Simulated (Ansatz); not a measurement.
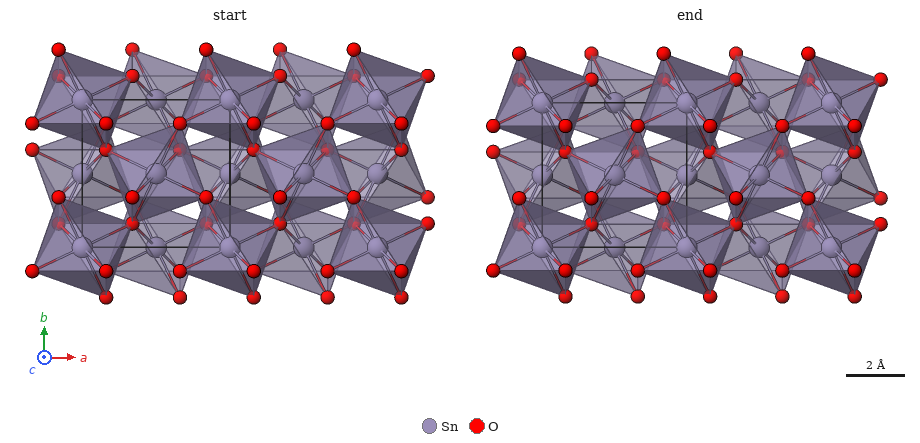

The structure of solid SnO2 (set up in Pa-3) before (left) and after (right) a relaxation, at one scale.

A polyhedral model of the cell of the calculation, repeated 2 × 1 × 1 with one cell outlined, seen along the c axis.

The run lets cell and atoms move.

These are results of Ansatz 0.2.0, Kohn-Sham DFT of a periodic cell, LDA, Ansatz PAW, not measurements.

The input:
```yaml
crystal:
  lattice:
    - [5.175256, 0.0, 0.0]
    - [0.0, 5.175256, 0.0]
    - [0.0, 0.0, 5.175256]
  atoms:
    - { symbol: Sn, position: [0.0, 0.0, 0.0] }
    - { symbol: Sn, position: [0.5, 0.0, 0.5] }
    - { symbol: Sn, position: [0.5, 0.5, 0.0] }
    - { symbol: Sn, position: [0.0, 0.5, 0.5] }
    - { symbol: O, position: [0.661098, 0.838902, 0.161098] }
    - { symbol: O, position: [0.838902, 0.161098, 0.661098] }
    - { symbol: O, position: [0.161098, 0.661098, 0.838902] }
    - { symbol: O, position: [0.338902, 0.338902, 0.338902] }
    - { symbol: O, position: [0.661098, 0.661098, 0.661098] }
    - { symbol: O, position: [0.838902, 0.338902, 0.161098] }
    - { symbol: O, position: [0.161098, 0.838902, 0.338902] }
    - { symbol: O, position: [0.338902, 0.161098, 0.838902] }
hamiltonian:
  xc: lda
  pseudopotentials: { kind: paw }
kpoints:
  mp_grid: { grid: [4, 4, 4] }
scf:
  occupations: { method: fermi_dirac, width: 0.05 }
output:
  forces: true
  stress: true
  eigenvalues: true
  write_density: true
  write_potential: true
  elf: true
  volumetric_format: npy
relax:
  f_tol: 0.01
  max_steps: 40
  cell: { stress_tol: 0.05 }
```

Run as
```bash
ansatz run input.yaml --threads 4 --pin off --max-ram 11264MiB --backend cpu --events-out ev --progress --plain --runs-dir out
```

Q: Describe what moved and what it gained.

A: After 4 accepted moves (6 points after the start) the energy has fallen by 29.1 meV per atom. The largest force component goes from 0.023 to 0.00015 eV/Å. Pressure: −12.48 GPa at the start and −0.01 GPa at the end. At 2 points the geometry stayed and the basis and grid were re-selected for the new cell (energy shift of 4.0 meV per atom at most each time). The largest moves relative to the cell, 0.007 Å, are those of O atoms. Sn stays in place. The volume changes by −6.1 %, with a = b = c 5.175 → 5.068 Å (−2.1 %). Near-neighbour distances that change, for instance: O–Sn 2.113 → 2.070 Å. The space group stays Pa-3 (No. 205). Cost: 14 s on 4 threads of Arm Neoverse V2 (shared host), peak memory 0.53 GiB.
